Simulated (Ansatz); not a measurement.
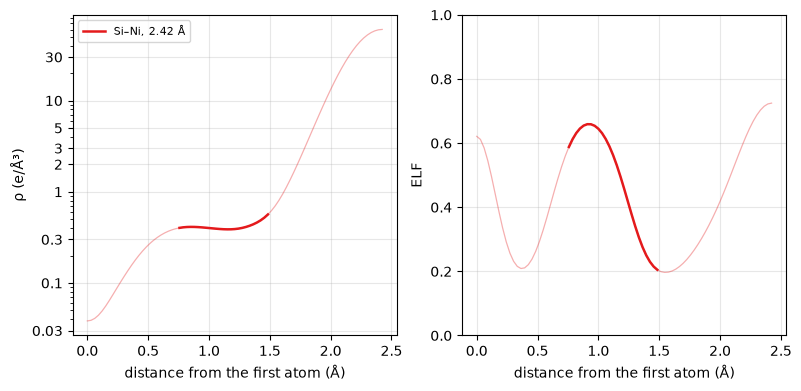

The picture shows: SiNi. Valence charge density (pseudo) and electron localisation function along straight lines between neighbouring atoms. Thin, pale parts lie inside the atomic spheres.

Space group Pm-3m; computed without spin polarisation.

Theory: DFT r2SCAN, scalar-relativistic, plane waves, PAW (Ansatz).

Core electrons are frozen (PAW), and the valence fields are smoothed inside the atomic spheres.

```
CELL_PARAMETERS angstrom
1.97703 -1.97693 0.00000
1.97703 1.97693 0.00000
0.00000 0.00000 2.80330
ATOMIC_POSITIONS crystal
Si 0.00000 0.00000 0.00000
Ni 0.50000 0.50000 0.50000
```

What can be read from the curves?

Si–Ni (2.42 Å): ρ is about 0.39 e/Å³ halfway; the ELF peaks at about 0.65 in the valence shell of Si, 0.9 Å from its nucleus, and is about 0.45 at the midpoint.
